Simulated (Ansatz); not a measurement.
## W: geometry relaxation

W (Im-3m, 1 atom in the cell), computed with DFT, PBE, PAW with Ansatz's default frozen-core files, scalar-relativistic, no spin polarisation (Ansatz 0.2.0).

The structure was built on a prototype by a generator; it need not be a known phase. It belongs to a series of runs on one base structure; here: bcc relaxed, PAW files. Figures and captions count atoms from 1; the log counts them from 0 in places.

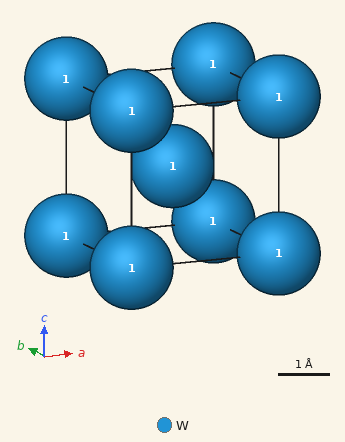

**Figure 1.** The structure as given in the input (spheres-only view of the cell 2 times as large as that of the calculation, set on its symmetry axes, seen slightly off an axis; atoms are numbered from 1 in the order of the input).

The input
```yaml
crystal:
  lattice:
    - [-1.5921819128, 1.5921819128, 1.5921819128]
    - [1.5921819128, -1.5921819128, 1.5921819128]
    - [1.5921819128, 1.5921819128, -1.5921819128]
  atoms:
    - { symbol: W, position: [0.0, 0.0, 0.0] }
kpoints:
  mp_grid: { grid: [18, 18, 18] }
scf:
  occupations: { method: fermi_dirac, width: 0.05 }
hamiltonian:
  xc: pbe
  pseudopotentials: { kind: paw }
output:
  forces: true
  stress: true
relax:
  f_tol: 0.005
  max_steps: 40
  cell: {}
```

Hardware: 1 thread of Arm Neoverse V1, 24 GiB of memory available, shared host.

Run as:
```bash
ansatz run input.yaml --threads 1 --pin off --max-ram 3072MiB --backend cpu --events-out ev --progress --plain --runs-dir out
```

What the program printed
```
Engine: ansatz 0.2.0, aarch64-unknown-linux-gnu
Pseudopotentials: kind: paw
Pseudopotential: W, paw, valence charge 14, recommended cutoff 420 eV (normal), W.paw.azcp
Functional definition: PBE
  parameter kappa = 0.804
  parameter beta = 0.06672455060314922
  exchange = pbe_x(kappa = kappa, mu = beta*pi^2/3)
  correlation = pbe_c(beta = beta)
Crystal: 1 atoms, lattice volume = 16.145 Å³
Basis set: ecut = 420 eV, 321 PW (Γ), exchange–correlation on 40×40×40 points (8 copies of the dense FFT grid, shifted against one another)
Bands: 11, of which v1, the nominal top of the filled ones, is band 7 counted from 1 (6 counted from 0)
Symmetry: 48 space group operations
Space group: Im-3m (ITA 229), of the structure as read, at distance tolerance 2.5e-5 Å
k-points: 195 of 5832
Non-local potential: W, projectors of the file, l = 0: 3, l = 1: 2, l = 2: 2, l = 3: 1
PAW form: soft (Blöchl's): semilocal exchange-correlation on the pseudo side does not see the compensation charge
PAW one-centre angular grid: W, 590 points (default); XC on 64 Gauss nodes
Initial density: superposition of atomic densities (neutral atoms: chi_scale 0, normalization atom), corrected by the library's trained network
Initial wavefunctions: pseudopotential atomic-orbital guess
Functional: x = pbe(κ = 0.804, μ = 0.2195149727645171), c = pbe(β = 0.06672455060314922)
SCF iter   1: F=—  HF=-10384.820992 eV  |F-HF|=—  |Δ(HF+E_count)|=         —  Δρ=1.60e-3  dr2=1.58e-4  ethr=1.77e-3  ⟨swp⟩=5.1  Hψ=11347  notcnv=0
preconditioner: auto → none  [metal: Δε(μ)=0.020 eV  Ē_g=8.886 eV  σ=0.050 eV  W_gap=0.10  n_scr=0 (ndim 8)  ℏωp=22.6 eV  f_vac=0.000  D(μ)=0.68/eV (n_scr^D=0)]
SCF iter   2: F=—  HF=-10384.820717 eV  |F-HF|=—  |Δ(HF+E_count)|=   2.74e-4  Δρ=7.97e-4  dr2=3.03e-5  ethr=1.13e-6  ⟨swp⟩=2.4  Hψ=4946  notcnv=0
SCF iter   3: F=—  HF=-10384.820747 eV  |F-HF|=—  |Δ(HF+E_count)|=   2.94e-5  Δρ=1.47e-4  dr2=2.48e-6  ethr=2.17e-7  ⟨swp⟩=2.0  Hψ=3297  notcnv=0
SCF iter   4: F=—  HF=-10384.820747 eV  |F-HF|=—  |Δ(HF+E_count)|=   2.03e-7  Δρ=1.01e-4  dr2=1.29e-6  ethr=1.77e-8  ⟨swp⟩=2.0  Hψ=3515  notcnv=0
SCF iter   5: F=—  HF=-10384.820746 eV  |F-HF|=—  |Δ(HF+E_count)|=   4.42e-7  Δρ=4.93e-5  dr2=3.05e-7  ethr=9.19e-9  ⟨swp⟩=2.0  Hψ=3157  notcnv=0
SCF iter   6: F=-10384.820746 eV  HF=-10384.820746 eV  |F-HF|=1.52e-8  |Δ(HF+E_count)|=   1.28e-7  Δρ=1.22e-5  dr2=1.88e-8  ethr=7.14e-10  ⟨swp⟩=4.4  Hψ=6939  notcnv=0
SCF 1 converged in 6 iterations: F = -10384.820746 eV  dr2 = 1.88e-8
  greatest PAW one-centre occupation: 1.000 electrons in one spin orbital (limit 2), on the W atom at site 0 (counted from 0), in its partial waves of l = 0
relax step   1: F+E_penalty+E_count = -10384.82074600 eV  Δ(F+E_penalty+E_count) = +0.000e0 eV  max|allowed force component| = 0.000e0 eV/Å  Δτ_max = 0.0000 Å  P = -0.214 GPa  Ω = 16.145 Å³  (6 SCF iters, dr2 threshold 1.00e-7 eV, accepted)
Crystal: 1 atoms, lattice volume = 16.101 Å³
Initial density: handed on by an earlier stage of this run
Initial wavefunctions: those handed on with the density
iter 1 solved again at ethr=1.07e-8 eV; its pass at ethr=3.10e-3 eV (dr2=1.50e-6 eV) is discarded
SCF iter   1: F=—  HF=-10384.820711 eV  |F-HF|=—  |Δ(HF+E_count)|=         —  Δρ=9.99e-5  dr2=4.38e-7  ethr=1.07e-8  ⟨swp⟩=2.1  Hψ=14374  notcnv=0
preconditioner: auto → none  [metal: Δε(μ)=0.019 eV  Ē_g=8.914 eV  σ=0.050 eV  W_gap=0.09  n_scr=0 (ndim 8)  ℏωp=22.7 eV  f_vac=0.000  D(μ)=0.68/eV (n_scr^D=0)]
SCF iter   2: F=-10384.820710 eV  HF=-10384.820710 eV  |F-HF|=9.79e-8  |Δ(HF+E_count)|=   1.11e-6  Δρ=4.88e-5  dr2=9.33e-8  ethr=7.14e-10  ⟨swp⟩=2.5  Hψ=7854  notcnv=0
SCF 2 converged in 2 iterations: F = -10384.820710 eV  dr2 = 9.33e-8
relax step   2: F+E_penalty+E_count = -10384.82071038 eV  Δ(F+E_penalty+E_count) = +3.562e-5 eV  max|allowed force component| = 0.000e0 eV/Å  Δτ_max = 0.0000 Å  P = +0.622 GPa  Ω = 16.101 Å³  energy of the carried Pulay correction = +2.025e-5 eV  (2 SCF iters, dr2 threshold 1.00e-7 eV, rejected (line search))
Crystal: 1 atoms, lattice volume = 16.134 Å³
iter 1 solved again at ethr=3.14e-9 eV; its pass at ethr=3.10e-3 eV (dr2=4.40e-7 eV) is discarded
SCF iter   1: F=—  HF=-10384.820760 eV  |F-HF|=—  |Δ(HF+E_count)|=         —  Δρ=2.37e-5  dr2=2.55e-8  ethr=3.14e-9  ⟨swp⟩=2.2  Hψ=14519  notcnv=0
preconditioner: auto → none  [metal: Δε(μ)=0.019 eV  Ē_g=8.895 eV  σ=0.050 eV  W_gap=0.09  n_scr=0 (ndim 8)  ℏωp=22.6 eV  f_vac=0.000  D(μ)=0.68/eV (n_scr^D=0)]
SCF iter   2: F=—  HF=-10384.820759 eV  |F-HF|=—  |Δ(HF+E_count)|=   1.38e-6  Δρ=1.13e-5  dr2=4.73e-9  ethr=1.82e-10  ⟨swp⟩=2.5  Hψ=3372  notcnv=0
SCF iter   3: F=—  HF=-10384.820759 eV  |F-HF|=—  |Δ(HF+E_count)|=   4.94e-9  Δρ=1.71e-6  dr2=1.28e-10  ethr=3.38e-11  ⟨swp⟩=2.0  Hψ=2340  notcnv=0
SCF iter   4: F=-10384.820759 eV  HF=-10384.820759 eV  |F-HF|=0.00e0  |Δ(HF+E_count)|=  1.07e-10  Δρ=1.99e-7  dr2=1.60e-12  ethr=1.00e-12  ⟨swp⟩=6.0  Hψ=8332  notcnv=0
SCF 3 converged in 4 iterations: F = -10384.820759 eV  dr2 = 1.60e-12
relax step   3: F+E_penalty+E_count = -10384.82075876 eV  Δ(F+E_penalty+E_count) = -1.276e-5 eV  max|allowed force component| = 0.000e0 eV/Å  Δτ_max = 0.0000 Å  P = -0.000 GPa  Ω = 16.134 Å³  energy of the carried Pulay correction = +5.194e-6 eV  (4 SCF iters, accepted)
Initial wavefunctions: pseudopotential atomic-orbital guess (no wavefunctions were taken with the density)
iter 1 solved again at ethr=4.43e-8 eV; its pass at ethr=3.10e-3 eV (dr2=6.20e-6 eV) is discarded
SCF iter   1: F=—  HF=-10384.820755 eV  |F-HF|=—  |Δ(HF+E_count)|=         —  Δρ=2.22e-6  dr2=1.31e-10  ethr=4.43e-8  ⟨swp⟩=3.0  Hψ=17413  notcnv=0
eigensolver tolerance schedule: the retry pair's looser diagonalisation over-reported the residual by 47201.33 of it (diagonalisation noise at 2.07 of the residual, at the tolerance the schedule requests for it); recorded, not acted on — ethr = c·dr2/N_el stays at c = 1.0e-1
SCF iter   2: F=—  HF=-10384.820754 eV  |F-HF|=—  |Δ(HF+E_count)|=   1.04e-6  Δρ=8.93e-7  dr2=1.59e-11  ethr=1.00e-12  ⟨swp⟩=3.5  Hψ=4557  notcnv=0
SCF iter   3: F=-10384.820754 eV  HF=-10384.820754 eV  |F-HF|=3.64e-12  |Δ(HF+E_count)|=  2.00e-11  Δρ=2.61e-7  dr2=1.39e-12  ethr=1.00e-12  ⟨swp⟩=5.0  Hψ=7614  notcnv=0
SCF 4 converged in 3 iterations: F = -10384.820754 eV  dr2 = 1.39e-12
relax step   4: F+E_penalty+E_count = -10384.82075404 eV  Δ(F+E_penalty+E_count) = +4.722e-6 eV  max|allowed force component| = 0.000e0 eV/Å  Δτ_max = 0.0000 Å  P = -0.000 GPa  Ω = 16.134 Å³  stress off target by 2.44e-4 GPa  SCF on the basis re-selected at this cell (its energy is not comparable with the rows above)  (3 SCF iters)
```

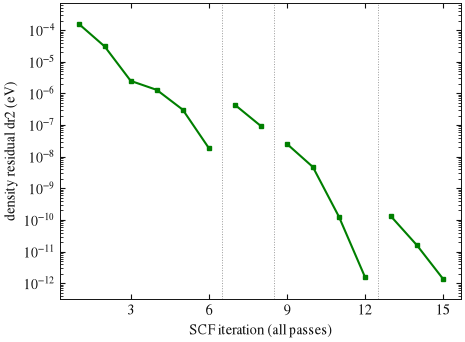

**Figure 2.** Convergence of the self-consistent field: density residual dr2 against the SCF iteration. The dotted lines part the SCF passes of the relaxation: geometry steps, rejected trials and re-solves on a re-selected basis. The passes take 6, 2, 4 and 3 iterations.

```
basis re-selected at this cell: Δ(F+E_penalty+E_count) = +4.722e-6 eV, ΔP = +0.000 GPa vs the last step (what re-selecting the basis moved, of the pressure what is left beyond the Pulay correction that the steps carried, after the strain that the cell walked since its last selection, with what the two solves' SCF thresholds leave and, on support functions, any second-order correction that the steps lacked; it is no measure of the basis error at this ecutwfc). This SCF's stress stands 2.44e-4 GPa from its target on what of the cell is left free (relax.cell.stress_tol is 5.00e-2 GPa) and its largest allowed force component is 0.00e0 eV/Å (relax.f_tol is 5.00e-3 eV/Å): within both
SCF converged after 3 iterations
Free energy (F): -10384.820754 eV
Harris-Foulkes:  -10384.820754 eV  (|F-HF|=3.64e-12)
Internal energy: -10384.815441 eV  (E = F + TS)
E sigma→0 (E₀):  -10384.818098 eV
Entropy (-TS):   -0.005313 eV (-5.313 meV/atom)
Fermi energy:    22.174323 eV
--- Per-component energies (eV) ---
  E_band       = -87.408946
  E_kinetic    = 449.515129
  E_local      = -610.849545  (includes V_loc(G=0)·N_el)
  E_nonlocal   = 0.286864
  E_hartree    = 218.575750
  E_xc         = -266.831459
  E_vxc        = -238.645449  (∫ρ·V_xc dr)
  E_paw        = -8562.392305  (= ΣΔE_a)
  E_vpaw       = -124.867378  (= ΣTr[D̂ρ^β])
  E_aug_tail   = -0.000063  (compensation charges beyond the density's cutoff)
  E_ewald      = -1613.119812
  E_smearing   = -0.005313  (= −TS)
  E_closure    = 0.000000  (closes the sum)
  Σ components = -10384.820754   (vs F -10384.820754, Δ=0.00e0)
--- Forces (eV/Å), atoms counted from 1 ---
  atom   1  W      0.00000000    -0.00000000     0.00000000
  max |Σ_I F_I| component: 2.96e-31 eV/Å
--- Stress (GPa, compression-positive) ---
       -0.000244       0.000000       0.000000
       -0.000000      -0.000244       0.000000
       -0.000000      -0.000000      -0.000244
  P = ⅓ Tr σ = -0.0002 GPa (-0.002 kbar)
--- Relaxed structure (3 steps of the walk, 2 accepted, 1 SCFs on fresh bases) ---
  F+E_penalty+E_count = -10384.82075404 eV   max|allowed force component| = 0.000e0 eV/Å   (the final SCF, on the basis selected at the relaxed cell)
  cell:  # Å, volume = 16.1337 Å³
    - [-1.5918097859997242, 1.5918097859997242, 1.5918097859997242]
    - [1.5918097859997242, -1.5918097859997242, 1.5918097859997242]
    - [1.5918097859997242, 1.5918097859997242, -1.5918097859997242]
  atoms:
    - { symbol: W, position: [0.0, 0.0, 0.0] }
```

Trajectory as extended XYZ (Å, eV, eV/Å), 4 frames, from step=1 to step=4
```
1
Lattice="-1.5922 1.5922 1.5922 1.5922 -1.5922 1.5922 1.5922 1.5922 -1.5922" Properties=species:S:1:pos:R:3:forces:R:3 step=1 energy=-10384.82075 pressure_GPa=-0.21
W     0.0000    0.0000    0.0000    0.0000   0.0000   0.0000
1
Lattice="-1.5907 1.5907 1.5907 1.5907 -1.5907 1.5907 1.5907 1.5907 -1.5907" Properties=species:S:1:pos:R:3:forces:R:3 step=2 energy=-10384.82071 pressure_GPa=0.62 accepted=F
W     0.0000    0.0000    0.0000    0.0000   0.0000   0.0000
1
Lattice="-1.5918 1.5918 1.5918 1.5918 -1.5918 1.5918 1.5918 1.5918 -1.5918" Properties=species:S:1:pos:R:3:forces:R:3 step=3 energy=-10384.82076 pressure_GPa=-0.00
W     0.0000    0.0000    0.0000    0.0000   0.0000   0.0000
1
Lattice="-1.5918 1.5918 1.5918 1.5918 -1.5918 1.5918 1.5918 1.5918 -1.5918" Properties=species:S:1:pos:R:3:forces:R:3 step=4 energy=-10384.82075 pressure_GPa=-0.00
W     0.0000    0.0000    0.0000    0.0000   0.0000   0.0000
```

Key numbers

```csv
quantity,value
outcome,converged
space group (tolerance 0.01 Å),Im-3m (229)
electrons treated,14
free energy,−10384.8208 eV
Fermi energy,22.174 eV
pressure,0.00 GPa
final volume,16.13 Å³
largest force (length of the vector) at the end,under 0.001 eV/Å
final cell,"a = 2.757 Å, b = 2.757 Å, c = 2.757 Å, α = 109.47°, β = 109.47°, γ = 109.47°"
wall time,6.4 s
peak memory,0.32 GiB
```

Remarks

Spin–orbit coupling is left out, which matters for W.
